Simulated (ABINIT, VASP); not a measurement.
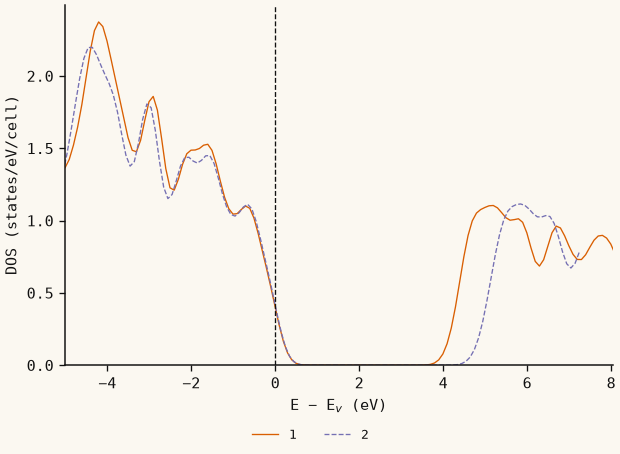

Total densities of states of layered hexagonal BN, space group P6_3/mmc, 4 atoms in the cell (a = 2.498 Å, c = 6.636 Å (hexagonal axes)), by two methods on the same cell. The DOS curves are built from the levels of the k mesh with Gaussians 0.55 eV wide, which also blur the band edges; ripples of that width can come from the mesh. Each is counted from its own valence-band top.

Which curve is which? The methods: PBEsol (ABINIT), r2SCAN (VASP).

Answer. 1 is PBEsol (ABINIT); 2 is r2SCAN (VASP). PBEsol (ABINIT) gives a gap of 4.16 eV and r2SCAN (VASP) gives a gap of 4.84 eV.

Settings. PBEsol (ABINIT): PseudoDojo NC SR PBEsol v0.4.1 standard, no spin polarisation, no spin-orbit coupling, 12×12×4 k mesh, 1143 eV cutoff, Fermi-Dirac smearing of 0.05 eV (ABINIT). r2SCAN (VASP): VASP PAW PBE potentials, release 64 (N, B), no spin polarisation, no spin-orbit coupling, 12×12×4 k mesh, 520 eV cutoff, Gaussian smearing of 0.02 eV (VASP).

Gaps are the smallest over all k points computed. The two runs differ in program as well. LDA, GGA and most meta-GGA functionals understate gaps. r2SCAN (VASP): the PAW data sets were made with another functional.
